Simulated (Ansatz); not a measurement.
**HRh12 (slab): density, localisation and related maps**

```
CELL_PARAMETERS angstrom
5.41659 0.00000 0.00000
0.00000 5.41659 0.00000
0.00000 0.00000 19.17374
ATOMIC_POSITIONS crystal
Rh 0.25000 0.25000 0.20862
Rh 0.25000 0.75000 0.20862
Rh 0.75000 0.25000 0.20862
Rh 0.75000 0.75000 0.20862
Rh 0.00000 0.00000 0.30450
Rh 0.00000 0.50000 0.30450
Rh 0.50000 0.00000 0.30450
Rh 0.50000 0.50000 0.30450
Rh 0.25000 0.25000 0.40022
Rh 0.25000 0.75000 0.40022
Rh 0.75000 0.25000 0.40022
Rh 0.75000 0.75000 0.40022
H 0.25000 0.33333 0.47980
```

Computed without spin polarisation; PAW files of the earlier set (soft_1).

Level of theory: DFT PBE, scalar-relativistic, plane waves, PAW in Ansatz 0.2.0.

The density is the valence pseudo-density of a PAW calculation; it isn't the true density close to the nuclei.

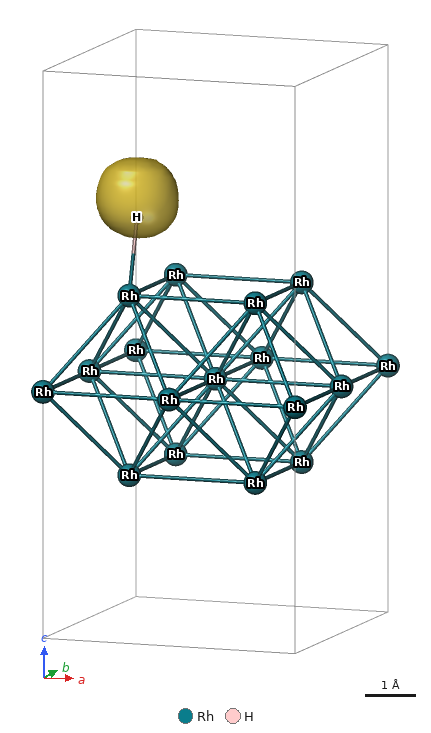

Figure 1. Isosurface of the electron localisation function at 0.8 (yellow), seen slightly off an axis. Only the valence region is drawn (cores and ρ < 0.01 e/Å³ removed). Sticks mark near contacts.

Identify the bonds, lone pairs and shells in this picture.

At this value the surface marks out one region around a hydrogen nucleus, counted in one cell of 13 atoms. Counts are for one cell; the picture repeats the cell along the surface. Profiles from the grid: Rh–H (1.59 Å): the ELF climbs to about 1 towards the hydrogen. Rh–Rh (2.65 Å): the ELF is about 0.25 at the midpoint: no shared electron pair shows on this line.

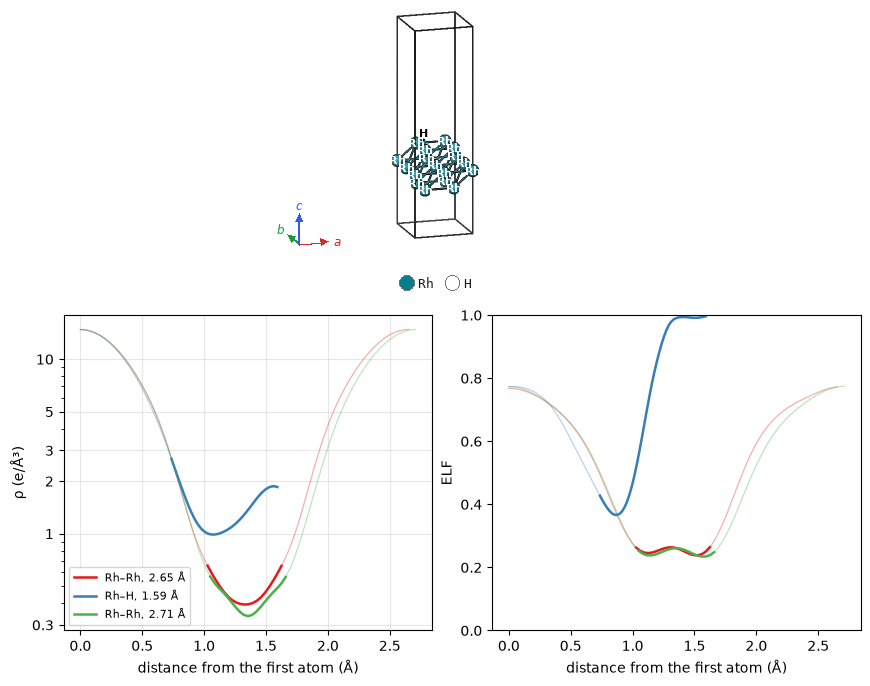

Figure 2. Valence electron density and ELF along straight lines between neighbouring atoms. Thin, pale parts lie inside the atomic spheres. The structure is drawn too.

What can be read from the curves?

Rh–Rh (2.65 Å): the density is about 0.39 e/Å³ at the midpoint; the ELF is about 0.25 at the midpoint; no shared electron pair shows on this line.
Rh–H (1.59 Å): the density is about 2 e/Å³ at the midpoint; the ELF climbs to about 1 towards the hydrogen.
Rh–Rh (2.71 Å): ρ is about 0.34 e/Å³ halfway; the ELF is about 0.25 at the midpoint (no localised pair shows between them).

Metal or insulator at this level of theory?

It is gapless in this calculation (a metal or semimetal).
